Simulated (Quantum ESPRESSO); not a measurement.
## Band-structure run, with input and output: K (part 2 of 2)

Continued. System: K (Im-3m, 1 atom in the cell). Method: Kohn-Sham DFT of a periodic cell, r2SCAN, SG15 PBE 1.2, no spin polarisation (Quantum ESPRESSO 7.5); cutoff 952.4 eV, 5×5×5 k-mesh, fermi-dirac of 0.05 eV. The structure derives from a Materials Project entry.

Geometry of the input (Å; fractional positions):
```
-2.6976  2.6976  2.6976
2.6976  -2.6976  2.6976
2.6976  2.6976  -2.6976
K  0.0000  0.0000  0.0000
```

Output, continued
```
     iteration #  8     ecut=    70.00 Ry     beta= 0.50
     Davidson diagonalization with overlap
     ethr =  1.33E-09,  avg # of iterations =  1.0

     End of self-consistent calculation

          k = 0.0000 0.0000 0.0000 (  5281 PWs)   bands (ev):

   -32.2156 -14.7437 -14.7437 -14.7437  -0.6567   6.3474   6.3474   6.3474
     7.2776   7.2776

          k = 0.1732 0.1732 0.0000 (  5239 PWs)   bands (ev):

   -32.2145 -14.7631 -14.7502 -14.7437  -0.1591   5.2668   5.7840   6.7217
     7.0384   7.1660

          k = 0.3464 0.3464 0.0000 (  5251 PWs)   bands (ev):

   -32.2128 -14.7941 -14.7605 -14.7437   1.2247   3.1784   5.1795   7.0258
     7.4064   7.7780

          k = 0.1732-0.0000 0.1732 (  5239 PWs)   bands (ev):

   -32.2145 -14.7631 -14.7502 -14.7437  -0.1591   5.2668   5.7840   6.7217
     7.0384   7.1660

          k = 0.3464 0.1732 0.1732 (  5234 PWs)   bands (ev):

   -32.2131 -14.7838 -14.7588 -14.7480   0.7830   4.1812   4.7419   6.9398
     6.9436   7.7419

          k = 0.5196 0.3464 0.1732 (  5239 PWs)   bands (ev):

   -32.2123 -14.7924 -14.7695 -14.7491   2.3914   2.4973   4.2395   6.5410
     7.4593   7.6850

          k =-0.1732-0.3464 0.1732 (  5234 PWs)   bands (ev):

   -32.2131 -14.7838 -14.7587 -14.7480   0.7830   4.1812   4.7419   6.9398
     6.9436   7.7420

          k = 0.0000-0.1732 0.1732 (  5239 PWs)   bands (ev):

   -32.2145 -14.7631 -14.7502 -14.7437  -0.1591   5.2668   5.7840   6.7217
     7.0384   7.1660

          k = 0.3464-0.0000 0.3464 (  5251 PWs)   bands (ev):

   -32.2128 -14.7941 -14.7605 -14.7437   1.2247   3.1784   5.1795   7.0257
     7.4064   7.7781

          k = 0.5196 0.1732 0.3464 (  5239 PWs)   bands (ev):

   -32.2123 -14.7924 -14.7695 -14.7491   2.3913   2.4973   4.2395   6.5410
     7.4593   7.6851

          k = 0.6928 0.3464 0.3464 (  5239 PWs)   bands (ev):

   -32.2123 -14.7924 -14.7695 -14.7491   2.3914   2.4973   4.2395   6.5410
     7.4594   7.6850

          k = 0.0000-0.3464 0.3464 (  5251 PWs)   bands (ev):

   -32.2128 -14.7941 -14.7605 -14.7437   1.2247   3.1784   5.1795   7.0258
     7.4065   7.7781

          k = 0.1732-0.1732 0.3464 (  5234 PWs)   bands (ev):

   -32.2131 -14.7838 -14.7588 -14.7480   0.7830   4.1812   4.7419   6.9398
     6.9437   7.7420

          k =-0.0000 0.1732 0.1732 (  5239 PWs)   bands (ev):

   -32.2145 -14.7631 -14.7502 -14.7437  -0.1591   5.2668   5.7840   6.7217
     7.0384   7.1660

          k = 0.1732 0.3464 0.1732 (  5234 PWs)   bands (ev):

   -32.2131 -14.7838 -14.7588 -14.7480   0.7830   4.1812   4.7419   6.9398
     6.9436   7.7419

          k = 0.3464 0.5196 0.1732 (  5239 PWs)   bands (ev):

   -32.2123 -14.7924 -14.7695 -14.7491   2.3914   2.4973   4.2395   6.5410
     7.4593   7.6850

          k =-0.3464-0.1732 0.1732 (  5234 PWs)   bands (ev):

   -32.2131 -14.7838 -14.7587 -14.7480   0.7830   4.1812   4.7419   6.9398
     6.9436   7.7419

          k =-0.1732 0.0000 0.1732 (  5239 PWs)   bands (ev):

   -32.2145 -14.7631 -14.7502 -14.7437  -0.1591   5.2668   5.7840   6.7217
     7.0384   7.1660

          k = 0.1732 0.1732 0.3464 (  5234 PWs)   bands (ev):

   -32.2131 -14.7838 -14.7587 -14.7480   0.7830   4.1812   4.7420   6.9398
     6.9436   7.7419

          k = 0.3464 0.3464 0.3464 (  5219 PWs)   bands (ev):

   -32.2125 -14.7851 -14.7617 -14.7617   2.0552   3.5757   3.5757   5.5509
     7.8409   7.8409

          k = 0.5196 0.5196 0.3464 (  5219 PWs)   bands (ev):

   -32.2125 -14.7851 -14.7617 -14.7617   2.0552   3.5757   3.5757   5.5509
     7.8409   7.8412

          k =-0.1732-0.1732 0.3464 (  5234 PWs)   bands (ev):

   -32.2131 -14.7838 -14.7587 -14.7480   0.7830   4.1812   4.7419   6.9398
     6.9437   7.7420

          k = 0.0000 0.0000 0.3464 (  5229 PWs)   bands (ev):

   -32.2136 -14.7655 -14.7569 -14.7569   0.3203   5.2331   5.5621   5.5622
     6.9324   7.7380

          k = 0.3464 0.1732 0.5196 (  5239 PWs)   bands (ev):

   -32.2123 -14.7924 -14.7695 -14.7491   2.3913   2.4973   4.2395   6.5410
     7.4593   7.6851

          k = 0.5196 0.3464 0.5196 (  5219 PWs)   bands (ev):

   -32.2125 -14.7851 -14.7617 -14.7617   2.0552   3.5757   3.5757   5.5509
     7.8409   7.8410

          k = 0.6928 0.5196 0.5196 (  5239 PWs)   bands (ev):

   -32.2123 -14.7924 -14.7695 -14.7491   2.3914   2.4973   4.2395   6.5410
     7.4594   7.6850

          k = 0.0000-0.1732 0.5196 (  5239 PWs)   bands (ev):

   -32.2120 -14.7894 -14.7678 -14.7579   1.6456   3.4752   5.1836   5.4811
     7.0157   7.8284

          k = 0.1732 0.0000 0.5196 (  5239 PWs)   bands (ev):

   -32.2120 -14.7894 -14.7678 -14.7579   1.6456   3.4752   5.1836   5.4811
     7.0156   7.8285

          k =-0.3464 0.1732-0.1732 (  5234 PWs)   bands (ev):

   -32.2131 -14.7837 -14.7587 -14.7480   0.7830   4.1812   4.7420   6.9398
     6.9436   7.7419

          k =-0.1732 0.3464-0.1732 (  5234 PWs)   bands (ev):

   -32.2131 -14.7838 -14.7588 -14.7480   0.7830   4.1812   4.7419   6.9398
     6.9436   7.7419

          k =-0.0000 0.5196-0.1732 (  5239 PWs)   bands (ev):

   -32.2120 -14.7894 -14.7678 -14.7579   1.6456   3.4752   5.1836   5.4811
     7.0157   7.8285

          k =-0.6928-0.1732-0.1732 (  5258 PWs)   bands (ev):

   -32.2112 -14.7845 -14.7845 -14.7613   2.9439   2.9439   3.8841   6.3327
     6.3327   7.6924

          k =-0.5196 0.0000-0.1732 (  5239 PWs)   bands (ev):

   -32.2120 -14.7894 -14.7678 -14.7579   1.6456   3.4752   5.1836   5.4811
     7.0156   7.8285

          k =-0.1732 0.1732 0.0000 (  5239 PWs)   bands (ev):

   -32.2145 -14.7631 -14.7502 -14.7437  -0.1591   5.2668   5.7840   6.7217
     7.0384   7.1660

          k = 0.0000 0.3464 0.0000 (  5229 PWs)   bands (ev):

   -32.2136 -14.7655 -14.7569 -14.7569   0.3203   5.2332   5.5621   5.5622
     6.9324   7.7380

          k = 0.1732 0.5196 0.0000 (  5239 PWs)   bands (ev):

   -32.2120 -14.7894 -14.7678 -14.7579   1.6456   3.4752   5.1836   5.4811
     7.0156   7.8286

          k =-0.5196-0.1732 0.0000 (  5239 PWs)   bands (ev):

   -32.2120 -14.7894 -14.7678 -14.7579   1.6456   3.4752   5.1836   5.4811
     7.0156   7.8285

          k =-0.3464 0.0000 0.0000 (  5229 PWs)   bands (ev):

   -32.2136 -14.7655 -14.7569 -14.7569   0.3203   5.2332   5.5621   5.5622
     6.9324   7.7381

          k =-0.0000 0.3464 0.3464 (  5251 PWs)   bands (ev):

   -32.2128 -14.7941 -14.7605 -14.7437   1.2247   3.1784   5.1795   7.0257
     7.4064   7.7779

          k = 0.1732 0.5196 0.3464 (  5239 PWs)   bands (ev):

   -32.2123 -14.7924 -14.7695 -14.7491   2.3913   2.4973   4.2395   6.5410
     7.4593   7.6849

          k = 0.3464 0.6928 0.3464 (  5239 PWs)   bands (ev):

   -32.2123 -14.7924 -14.7695 -14.7491   2.3913   2.4973   4.2395   6.5410
     7.4594   7.6851

          k =-0.3464 0.0000 0.3464 (  5251 PWs)   bands (ev):

   -32.2128 -14.7941 -14.7605 -14.7437   1.2247   3.1784   5.1795   7.0258
     7.4064   7.7780

          k =-0.1732 0.1732 0.3464 (  5234 PWs)   bands (ev):

   -32.2131 -14.7837 -14.7588 -14.7480   0.7830   4.1812   4.7419   6.9398
     6.9436   7.7420

          k = 0.1732 0.3464 0.5196 (  5239 PWs)   bands (ev):

   -32.2123 -14.7924 -14.7695 -14.7491   2.3913   2.4973   4.2395   6.5410
     7.4593   7.6849

          k = 0.3464 0.5196 0.5196 (  5219 PWs)   bands (ev):

   -32.2125 -14.7851 -14.7617 -14.7617   2.0552   3.5757   3.5757   5.5509
     7.8410   7.8410

          k = 0.5196 0.6928 0.5196 (  5239 PWs)   bands (ev):

   -32.2123 -14.7924 -14.7695 -14.7491   2.3913   2.4973   4.2395   6.5410
     7.4593   7.6850

          k =-0.1732 0.0000 0.5196 (  5239 PWs)   bands (ev):

   -32.2120 -14.7894 -14.7678 -14.7579   1.6456   3.4752   5.1836   5.4811
     7.0156   7.8284

          k = 0.0000 0.1732 0.5196 (  5239 PWs)   bands (ev):

   -32.2120 -14.7894 -14.7678 -14.7579   1.6456   3.4752   5.1836   5.4811
     7.0156   7.8284

          k = 0.3464 0.3464 0.6928 (  5239 PWs)   bands (ev):

   -32.2123 -14.7924 -14.7695 -14.7491   2.3913   2.4973   4.2395   6.5410
     7.4593   7.6849

          k = 0.5196 0.5196 0.6928 (  5239 PWs)   bands (ev):

   -32.2123 -14.7924 -14.7695 -14.7491   2.3913   2.4973   4.2395   6.5410
     7.4594   7.6850

          k = 0.6928 0.6928 0.6928 (  5258 PWs)   bands (ev):

   -32.2112 -14.7845 -14.7845 -14.7613   2.9439   2.9439   3.8842   6.3327
     6.3327   7.6925

          k = 0.0000 0.0000 0.6928 (  5254 PWs)   bands (ev):

   -32.2106 -14.7828 -14.7796 -14.7796   2.7106   3.6243   5.1598   5.1598
     5.4215   8.1746

          k = 0.1732 0.1732 0.6928 (  5258 PWs)   bands (ev):

   -32.2112 -14.7845 -14.7845 -14.7613   2.9439   2.9439   3.8842   6.3327
     6.3327   7.6925

          k =-0.3464 0.3464-0.0000 (  5251 PWs)   bands (ev):

   -32.2128 -14.7941 -14.7605 -14.7437   1.2247   3.1784   5.1795   7.0257
     7.4064   7.7780

          k =-0.1732 0.5196-0.0000 (  5239 PWs)   bands (ev):

   -32.2120 -14.7894 -14.7678 -14.7579   1.6456   3.4752   5.1836   5.4811
     7.0156   7.8284

          k =-0.0000 0.6928-0.0000 (  5254 PWs)   bands (ev):

   -32.2106 -14.7828 -14.7796 -14.7796   2.7106   3.6243   5.1598   5.1598
     5.4215   8.1748

          k =-0.6928 0.0000-0.0000 (  5254 PWs)   bands (ev):

   -32.2106 -14.7828 -14.7796 -14.7796   2.7106   3.6243   5.1598   5.1598
     5.4215   8.1746

          k =-0.5196 0.1732-0.0000 (  5239 PWs)   bands (ev):

   -32.2120 -14.7894 -14.7678 -14.7579   1.6456   3.4752   5.1836   5.4811
     7.0156   7.8284

          k =-0.1732 0.3464 0.1732 (  5234 PWs)   bands (ev):

   -32.2131 -14.7837 -14.7587 -14.7480   0.7830   4.1812   4.7420   6.9398
     6.9436   7.7419

          k = 0.0000 0.5196 0.1732 (  5239 PWs)   bands (ev):

   -32.2120 -14.7894 -14.7678 -14.7579   1.6456   3.4752   5.1836   5.4811
     7.0156   7.8284

          k = 0.1732 0.6928 0.1732 (  5258 PWs)   bands (ev):

   -32.2112 -14.7845 -14.7845 -14.7613   2.9439   2.9439   3.8842   6.3327
     6.3327   7.6924

          k =-0.5196 0.0000 0.1732 (  5239 PWs)   bands (ev):

   -32.2120 -14.7894 -14.7678 -14.7579   1.6456   3.4752   5.1836   5.4811
     7.0156   7.8286

          k =-0.3464 0.1732 0.1732 (  5234 PWs)   bands (ev):

   -32.2131 -14.7837 -14.7588 -14.7480   0.7830   4.1812   4.7419   6.9398
     6.9436   7.7420

     the Fermi energy is     1.6062 ev

!    total energy              =     -56.88280863 Ry
     estimated scf accuracy    <          1.2E-09 Ry
     smearing contrib. (-TS)   =      -0.00088024 Ry
     internal energy E=F+TS    =     -56.88192839 Ry

     The total energy is F=E-TS. E is the sum of the following terms:
     one-electron contribution =     -39.15843917 Ry
     hartree contribution      =      19.81858687 Ry
     xc contribution           =      -8.62894021 Ry
     ewald contribution        =     -28.91313589 Ry

     convergence has been achieved in   8 iterations

     Forces acting on atoms (cartesian axes, Ry/au):

     atom    1 type  1   force =     0.00000000    0.00000000    0.00000000

     Total force =     0.000000     Total SCF correction =     0.000006

     Computing stress (Cartesian axis) and pressure

          total   stress  (Ry/bohr**3)                   (kbar)     P=       -1.08
  -0.00000732  -0.00000000   0.00000000           -1.08       -0.00        0.00
  -0.00000000  -0.00000732   0.00000001           -0.00       -1.08        0.00
   0.00000000   0.00000001  -0.00000732            0.00        0.00       -1.08

=------------------------------------------------------------------------------=
   JOB DONE.
=------------------------------------------------------------------------------=
```

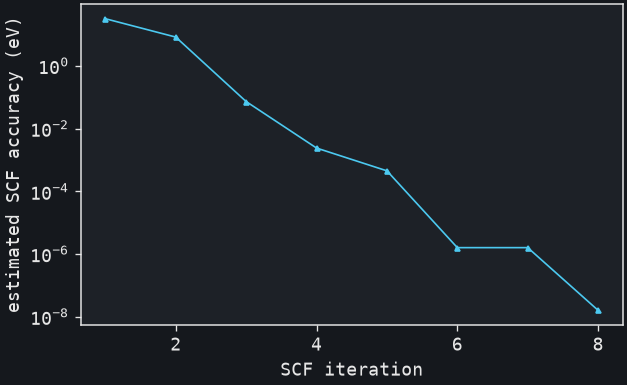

Figure 1. Convergence of the self-consistent field: estimated SCF accuracy against the iteration. The field takes 8 iterations in all.

Results in brief

- outcome: converged
- space group (tolerance 0.01 Å): Im-3m (229)
- electrons treated: 9
- free energy: −773.9300 eV
- Fermi energy of the self-consistent step: 1.606 eV
- gap on the k-point mesh: none (metallic)
- pressure: −0.11 GPa
- largest force (length of the vector): under 0.001 eV/Å
- wall time: 2.4 min (CPU time 4.8 min)
- peak memory: 0.24 GiB

Remarks

Further notes kept with the run: potentials made for another functional; eigenvalues not converged. Points of doubt noted for this run: coarse mesh; potentials made for another functional.
